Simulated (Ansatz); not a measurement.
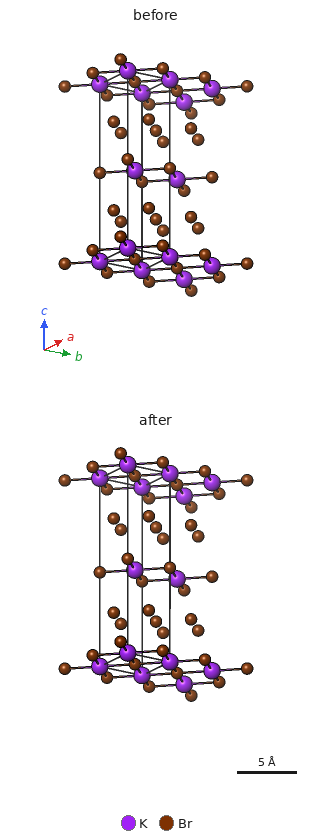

The structure of crystalline KBr$_{3}$ (a generated structure, set up in I4/mmm) before (top) and after (bottom) a relaxation, at one scale.

Style: ball-and-stick. Shown: the conventional cell (2 times the calculation's cell), repeated 1 × 2 × 1 with one cell outlined, from a free direction. Lengths and directions refer to the drawn axes.

Theory: DFT PBE, scalar-relativistic, plane waves, PAW (Ansatz). Set-up: plane-wave cutoff 420 eV; k-point mesh 16 × 16 × 16; occupations gaussian; smearing width 0.1 eV; no spin polarisation; cell and atoms relaxed; force threshold 0.01 eV/Å; at most 80 steps.

Q: Summarise the run.

A: The atoms keep their places relative to the cell (all moves are under 0.005 Å). The volume changes by +6.3 %, with a = b 4.301 → 4.302 Å (0.0 %), c 15.925 → 16.916 Å (+6.2 %). The space group stays I4/mmm (No. 139). The energy falls by 0.9 meV per atom in 5 accepted moves (6 points after the start). All forces vanish by symmetry, so only the cell relaxes. Pressure: 0.12 GPa at the start and −0.01 GPa at the end. The SCF was repeated once at an unchanged geometry on a basis and grid sized afresh for the cell, which shifted the energy by 0.1 meV per atom at most.
